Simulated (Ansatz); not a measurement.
System: P, space group Fd-3m (No. 227) (one of a set of cubic test structures, which need not be the stable phase).

Calculation (Ansatz 0.2.0 development build): equation of state of a cubic crystal from periodic Kohn-Sham density functional theory without spin, third-order Birch-Murnaghan fit to the free energies; pressure corrected for the finite basis. Level: r2SCAN.

- structure type: diamond
- atoms in cell: 2
- space group number: 227
- lattice centring: face-centred primitive
- k mesh: 11×11×11
- occupation method: Fermi–Dirac
- occupation width: 0.1 eV
- wave cutoff: 500 eV
- datasets: soft-1 PAW
- density tolerance: 1e−07 eV
- bands: 9
- density cutoff ratio: 4
- search for lower states: default

Describe the result: the energy above the lowest point against volume. The volume takes the values 18.99, 19.61, 20.23, 20.85, 21.46 Å³/atom.

A third-order Birch–Murnaghan fit gives V0 = 20.01 Å³/atom, B0 = 45.3 GPa and B′ = 3.5. The energy above the lowest point is 7.7 meV/atom at volume 18.99 Å³/atom and 13.1 meV/atom at 21.46 Å³/atom; the lowest computed point is at volume 20.23 Å³/atom (0.0 meV/atom).

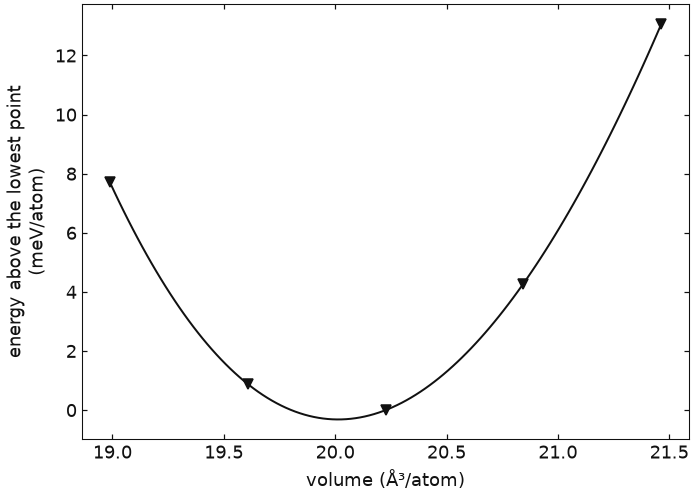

Keep in mind: cubic model structure, not the ambient form.
